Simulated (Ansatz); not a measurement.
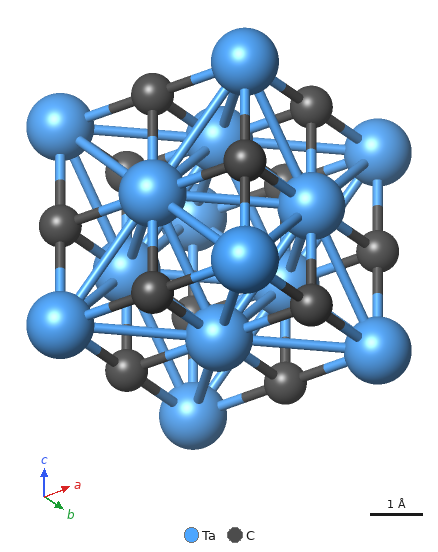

The starting point is solid Ta4C3 (set up in Pm-3m). The picture is a ball-and-stick view of the cell of the calculation, seen from a free direction.

All numbers below come from DFT r2SCAN, scalar-relativistic, plane waves, PAW (Ansatz 0.2.0). Set-up: plane-wave cutoff 500 eV; k-point mesh 8 × 8 × 8; occupations gaussian; smearing width 0.1 eV; no spin polarisation.

Now this is done to it. All lengths are scaled by −1.0 % (volume −3.0 %), the atoms keeping their fractional coordinates. No relaxation follows.

**What does the calculation give for the changed structure?**

The energy rises by 11.2 meV per atom. Pressure: 0.0 GPa before, 10.0 GPa after. All forces vanish by symmetry. Both are metals. Near-neighbour distances before and after: Ta–Ta 3.129 → 3.097 Å, C–Ta 2.212 → 2.190 Å. The space group stays Pm-3m (No. 221).
